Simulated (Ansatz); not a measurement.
Consider BN.

Input file:

```
crystal:
  lattice:
    - [0.9041082852, 0.5219871618, 6.6710528508]
    - [-0.9041082852, 0.5219871618, 6.6710528508]
    - [0.0, -1.0439743237, 6.6710528508]
  atoms:
    - { symbol: B, position: [0.0, 0.0, 0.0] }
    - { symbol: "N", position: [0.5, 0.5, 0.5] }
basis:
  ecutwfc: 500
kpoints:
  mp_grid: { grid: [36, 36, 36] }
hamiltonian:
  xc: r2scan
scf:
  occupations: { method: gaussian, width: 0.1 }
output:
  forces: true
  stress: true
  eigenvalues: true
  write_density: true
  write_potential: true
  elf: true
  volumetric_format: npy
relax:
  adjacent_minimum: "off"
  f_tol: 0.01
  max_steps: 80
  cell: { stress_tol: 0.05 }
```

Run with:

```sh
ansatz run input.yaml --threads 1 --pin off --max-ram 3072MiB --backend cpu --events-out ev --progress --plain --runs-dir out
```

Below, planes, directions and counts refer to the conventional cell (a = 1.80 Å, b = 1.80 Å, c = 19.90 Å, α = 90.00°, β = 90.00°, γ = 120.00°).

The fields are those of the run's last geometry, not of the input's.

Space group R-3m; started from the CuPt (L1_1)_166 prototype, which need not be the ambient phase.

Computed with Ansatz 0.2.0, DFT r2SCAN, scalar-relativistic, plane waves, PAW.

**What can the converged valence pseudo-density and electron localisation function tell about the bonding?**

B–B (1.80 Å): the density is about 0.72 e/Å³ at the midpoint; the ELF peaks at about 0.75 between the atoms.
N–N (1.80 Å): ρ at the midpoint is about 0.78 e/Å³; the ELF peaks at about 0.70 in the valence shell of N, 0.5 Å from its nucleus, and drops to about 0.35 between the two atoms.

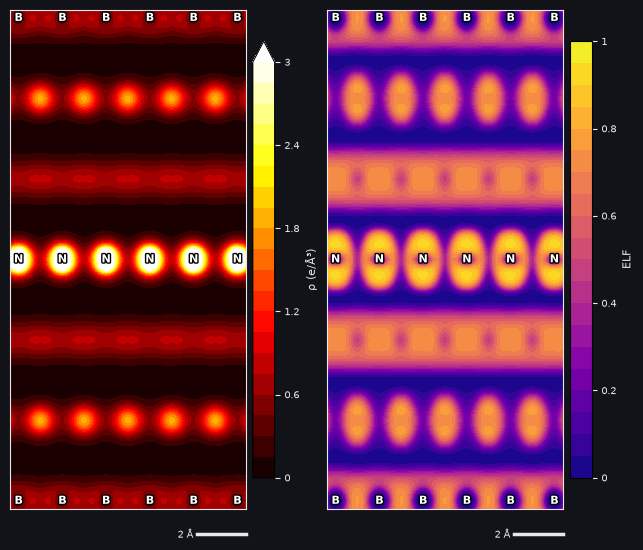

Computed valence pseudo-density and electron localisation function on the (100) plane of the conventional cell, in this order. Atoms just off the plane (B, 0.5 Å away and N, 0.5 Å away) can leave unmarked features too.

The density is the valence pseudo-density of a PAW calculation; it isn't the true density close to the nuclei.
